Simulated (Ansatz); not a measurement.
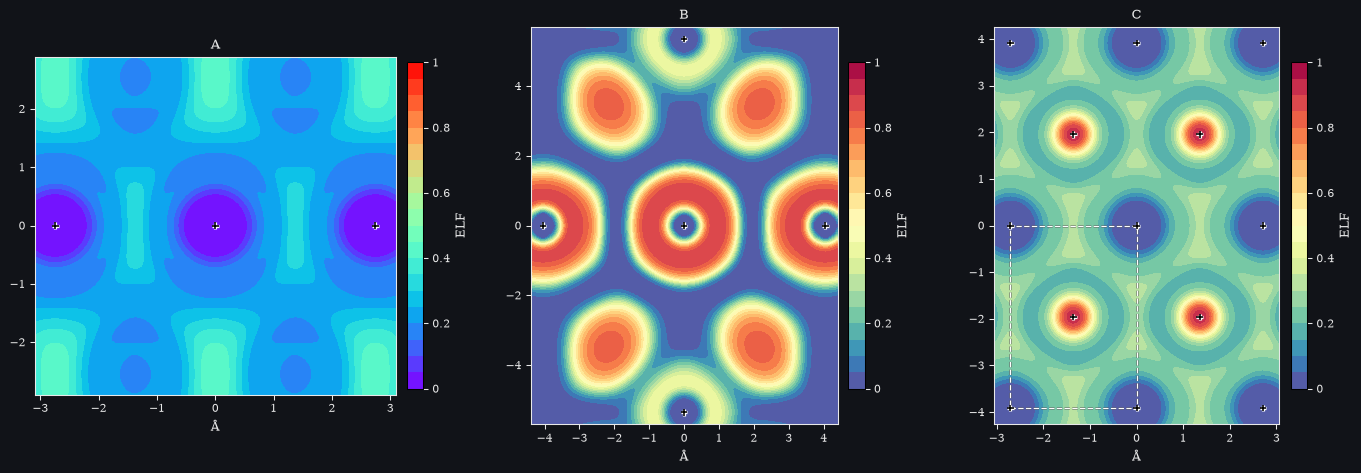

The ELF of 3 systems, each on a plane through atoms (crosses mark nuclei in the plane).

These are results of DFT PBE, scalar-relativistic, plane waves, PAW in Ansatz, not measurements.

System 1: CsPbBr3, the (010) plane of the conventional cell. Space group R-3m.

```
CELL_PARAMETERS angstrom
5.72133 -5.72133 0.00000
0.00000 5.72133 -5.72133
6.17903 6.17903 6.17903
ATOMIC_POSITIONS crystal
Cs 0.00000 0.00000 0.00000
Cs 0.66667 0.33333 0.33333
Cs 0.33333 0.66667 0.66667
Pb 0.33333 0.66667 0.16667
Pb 0.00000 0.00000 0.50000
Pb 0.66667 0.33333 0.83333
Br 0.00000 0.50000 0.00000
Br 0.66667 0.83333 0.33333
Br 0.33333 0.16667 0.66667
Br 0.50000 0.50000 0.00000
Br 0.16667 0.83333 0.33333
Br 0.83333 0.16667 0.66667
Br 0.50000 0.00000 0.00000
Br 0.16667 0.33333 0.33333
Br 0.83333 0.66667 0.66667
```

System 2: Zn, the (100) plane of the conventional cell. Space group P6₃/mmc; changed on purpose from its base cell (strain +0.030 along x and y, +0.030 along z, atoms carried along); computed pressure about −5 GPa in this cell.

```xyz
2
Lattice="2.7447 0.0000 0.0000 -1.3724 2.3770 0.0000 0.0000 0.0000 5.0951" Properties=species:S:1:pos:R:3 pbc="T T T"
Zn    0.0000    1.5847    1.2738
Zn    1.3724    0.7923    3.8213
```

System 3: ZnCu, the (101) plane of the conventional cell. Space group P4/mmm; changed on purpose from its base cell (strain -0.080 along x and y, -0.040 along z, atoms carried along); computed pressure about 46 GPa in this cell; computed without spin polarisation.

```
Zn Cu
1.0
     2.70940    0.00000    0.00000
     0.00000    2.70940    0.00000
     0.00000    0.00000    2.82720
Zn Cu
1 1
Cartesian
  1.3547 1.3547 1.4136
  0.0000 0.0000 0.0000
```

Question: Match each panel to its system.

Answer: Panel A is system 2, Zn: the plane holds Zn. Zn–Zn (2.74 Å): the ELF is about 0.35 at the midpoint. Panel B is system 1, CsPbBr3: the plane holds Cs, Pb and Br. Cs–Br (4.05 Å): the ELF is about 0 at the midpoint; an ionic contact with no shared pair. Panel C is system 3, ZnCu: the plane holds Zn and Cu. Zn–Cu (2.38 Å): the ELF is about 0.25 at the midpoint; no localised pair shows between them.
